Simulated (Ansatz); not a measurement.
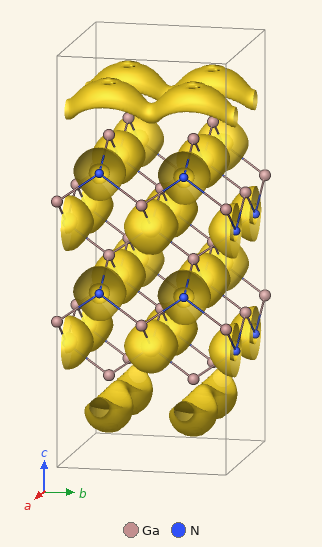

The picture shows: Ga$_{5}$N$_{4}$ (slab). Isosurface of the electron localisation function at 0.6 (yellow), seen slightly off an axis. Core shells and regions of very low density are left out. Sticks mark near contacts.

Not relaxed (largest force 0.8 eV/Å); computed without spin polarisation.

These are results of DFT PBEsol, scalar-relativistic, plane waves, PAW (Ansatz), not measurements.

In a PAW calculation such maps are meaningful between the atoms, not at the nuclei.

What do the ELF domains correspond to?

At this value the surface marks out four regions wrapped around N (the valence shell of each) and channels that run through the cell in one direction, counted in one cell of 9 atoms. Counts are for one cell; the picture repeats the cell along the surface. Along the contacts the grid gives the following. Ga–N (1.95 Å): the ELF peaks at about 0.85 in the valence shell of N, 0.7 Å from its nucleus, and is about 0.45 at the midpoint.

Does the calculation make it a metal, or give it a gap?

It is metallic or semimetallic at this level of theory: no gap opens.
